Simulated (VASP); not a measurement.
**Li: 7 runs along one coordinate**

System: Li (P6₃/mmc, 2 atoms in the cell).
Method: Kohn-Sham DFT of a periodic cell, r2SCAN, VASP PAW PBE potentials, recommended, no spin polarisation (VASP 6.6.1).

The 7 runs differ only in the geometry, by an even scaling of the cell at fixed fractional positions. The structure derives from an entry of the Crystallography Open Database.

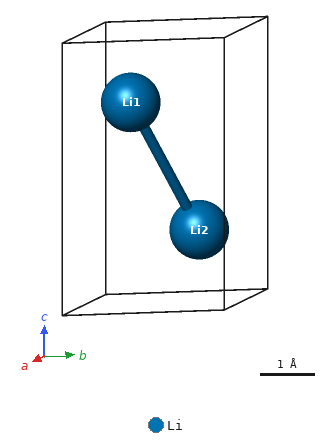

Figure 1. The structure of run 4 (ball-and-stick view of the cell of the calculation, seen slightly off an axis; atoms are numbered from 1 in the order of the input).

**INCAR of run 4**
```
SYSTEM = Li
PREC     = Accurate       ! precision mode
ENCUT    = 520            ! plane-wave cutoff, eV
EDIFF    = 1E-7           ! SCF threshold, eV
ISMEAR   = -1             ! smearing method
SIGMA    = 0.05           ! smearing width, eV
LREAL    = .False.        ! projectors in reciprocal space
LASPH    = .True.         ! aspherical terms in the spheres
NELM     = 80             ! most SCF steps
ALGO     = Normal         ! electronic algorithm
ISIF     = 2              ! what is computed and relaxed
LWAVE    = .False.        ! write WAVECAR
LCHARG   = .False.        ! write CHGCAR
METAGGA  = R2SCAN         ! meta-GGA
LMIXTAU  = .True.       
NBANDS   = 10             ! bands
```

**KPOINTS of run 4**
```
regular mesh
0
Gamma
  10 10 5
  0 0 0
```

**POSCAR of run 4**
```
Li
1.0
    3.1110000000      0.0000000000      0.0000000000
   -1.5555000000      2.6942050312      0.0000000000
    0.0000000000      0.0000000000      5.0930000000
Li
2
Direct
    0.6666666667      0.3333333333      0.7500000000
    0.3333333333      0.6666666667      0.2500000000
```

Command:
```bash
cat potpaw_PBE.64/Li_sv/POTCAR > POTCAR
mpirun -np 1 vasp_std > vasp.out
```

Run 2 has the same physical settings and fractional positions; its lattice vectors (Å) are:
```
   3.068954    0.000000    0.000000
  -1.534477    2.657792    0.000000
   0.000000    0.000000    5.024167
```

**Results, with one run withheld**

```tsv
run	volume per atom (Å³)	free energy per atom, from the lowest run given (meV)	pressure (GPa)
1	20.063	3.52	0.36
2	20.490	?	?
3	20.917	0.72	−0.04
4	21.344	0.00	−0.20
5	21.771	0.31	−0.60
6	22.198	1.95	−1.06
7	22.625	4.72	−1.29
```

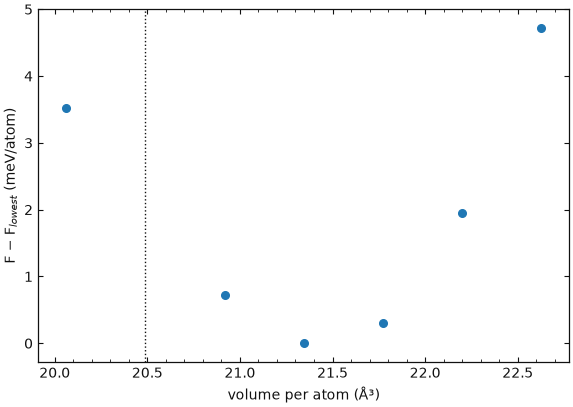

Figure 2. Free energy per atom of the runs given; the dotted line marks run 2.

Estimate the energy of run 2 from the others.

A cubic polynomial in V^(−2/3) (the Birch–Murnaghan form), fitted to the 6 runs given, misses them by at most 0.08 meV per atom. With x = V^(−2/3) − 0.12950 Å⁻², it reads F = 0.022251 − 36.76 x + 1.7427e+05 x² − 1.1565e+07 x³ (meV per atom). At run 2 it gives 1.96 meV per atom, and the run itself gives 1.92. The slope of the fit gives a pressure −dF/dV of 0.56 GPa there, and the run prints 0.11 GPa. The two needn't agree exactly: the fit is approximate, and the printed stress is taken on a finite basis. The fit has its minimum at 21.432 Å³ per atom, where V d²F/dV² gives 19 GPa. Cell shape and fractional positions are held, so this is the stiffness under even scaling; the relaxed bulk modulus wasn't computed.

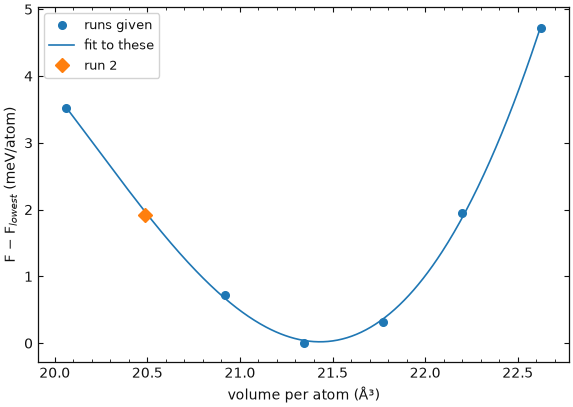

Figure 3. The fit and the withheld run.

**OSZICAR and lines of OUTCAR (run 2)**
```
N       E                     dE             d eps       ncg     rms          rms(c)
DAV:   1     0.612157798237E+01    0.61216E+01   -0.35578E+03   602   0.818E+02
DAV:   2    -0.350026746447E+01   -0.96218E+01   -0.94187E+01   826   0.708E+01
DAV:   3    -0.522627896639E+01   -0.17260E+01   -0.17177E+01   889   0.388E+01
DAV:   4    -0.532848723284E+01   -0.10221E+00   -0.10206E+00   840   0.704E+00
DAV:   5    -0.532896467004E+01   -0.47744E-03   -0.47744E-03   889   0.703E-01    0.193E-01
DAV:   6    -0.501353647876E+01    0.31543E+00   -0.40816E-01   910   0.316E+00    0.559E-01
DAV:   7    -0.497043512162E+01    0.43101E-01   -0.67370E-03   861   0.685E-01    0.477E-01
[...]
DAV:  22    -0.476918305235E+01    0.10486E-04   -0.80292E-07   644   0.154E-02    0.368E-03
DAV:  23    -0.476920431163E+01   -0.21259E-04   -0.42328E-07   616   0.711E-03    0.242E-03
DAV:  24    -0.476920542740E+01   -0.11158E-05   -0.10733E-07   350   0.380E-03    0.179E-03
DAV:  25    -0.476920862522E+01   -0.31978E-05   -0.14582E-07   357   0.461E-03    0.111E-03
DAV:  26    -0.476921009298E+01   -0.14678E-05   -0.97709E-08   336   0.335E-03    0.655E-04
DAV:  27    -0.476921181801E+01   -0.17250E-05   -0.61917E-08   336   0.283E-03    0.453E-04
DAV:  28    -0.476921386965E+01   -0.20516E-05   -0.31954E-08   336   0.191E-03    0.403E-04
DAV:  29    -0.476921560361E+01   -0.17340E-05   -0.30974E-08   336   0.165E-03    0.252E-04
DAV:  30    -0.476921606044E+01   -0.45683E-06   -0.28467E-08   336   0.150E-03
   1 F= -.47692161E+01 E0= -.47659103E+01  d E =-.661149E-02
[... from OUTCAR:]
  free energy    TOTEN  =        -4.76921606 eV
  energy without entropy =       -4.76260457  energy(sigma->0) =       -4.76591031
 E-fermi :   0.5888     XC(G=0):  -7.4206     alpha+bet : -7.3001
  free  energy   TOTEN  =        -4.7692160604 eV
  energy  without entropy=       -4.7626045667  energy(sigma->0) =       -4.76591031
```
